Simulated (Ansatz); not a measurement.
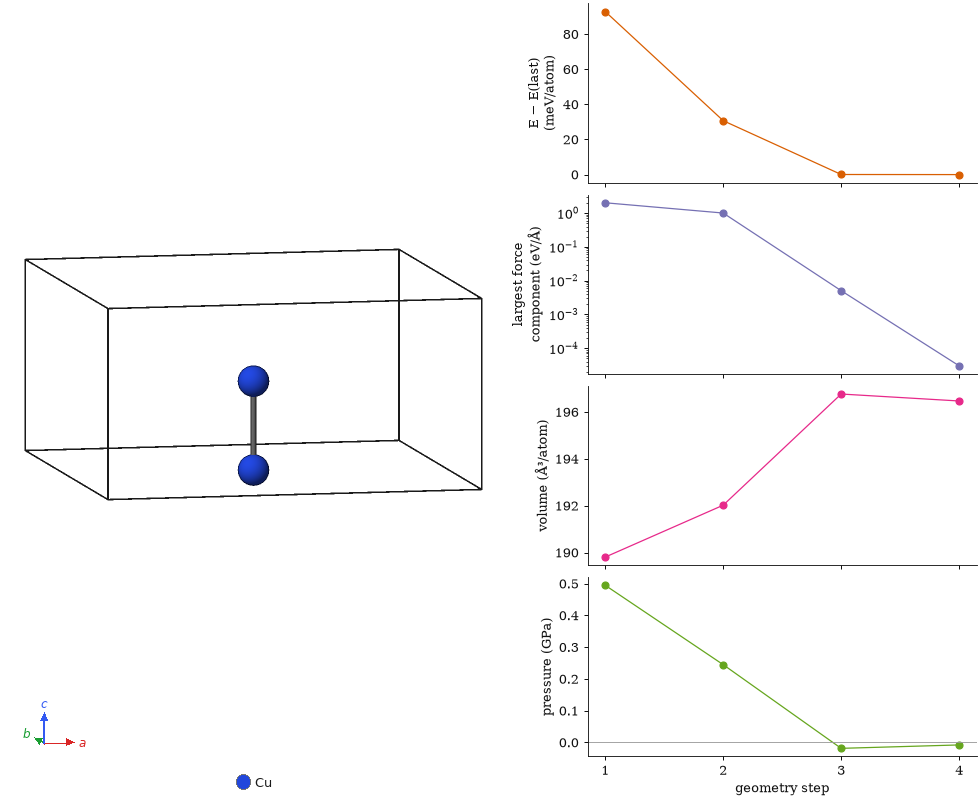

Beside the plot: the structure at the start.

History of a geometry optimisation. A closing SCF on a freshly chosen basis isn't drawn.

```
crystal:
  lattice:
    - [9.0, 0.0, 0.0]
    - [0.0, 9.3, 0.0]
    - [0.0, 0.0, 4.5354322177]
  atoms:
    - { symbol: Cu, position: [0.5, 0.5, 0.0], spin: 0.5 }
    - { symbol: Cu, position: [0.5, 0.5, 0.465], spin: 0.5 }
basis:
  ecutwfc: 420
kpoints:
  mp_grid: { grid: [1, 1, 9] }
hamiltonian:
  xc: rpbe
scf:
  occupations: { method: gaussian, width: 0.05 }
output:
  forces: true
  eigenvalues: true
  stress: true
magnetization:
  spin_polarized: true
relax:
  adjacent_minimum: "off"
  f_tol: 0.01
  max_steps: 45
  cell: { fix: [a, b, alpha, beta, gamma], stress_tol: 0.03 }
```

Launched with:
```bash
ansatz run input.yaml --threads 2 --pin off --max-ram 5120MiB --backend cpu --events-out ev --progress --plain --runs-dir out
```

How did it end, and what did it gain?

The optimisation met its thresholds at geometry 4, counting the start as the first. The energy fell by about 93 meV/atom from the first step to the last. The largest force component goes from about 2 eV/Å at the start to 3 × 10⁻⁵ eV/Å at the end.

What happens to the cell?

The volume grows from 189.8 to 196.5 Å³ per atom (+4 %), as the pressure goes from 0.49 GPa to about 0 GPa. The start was compressed.

Is anything amiss with this input?

Its settings were drawn outside the usual range, so the numbers aren't converged properties of the system.
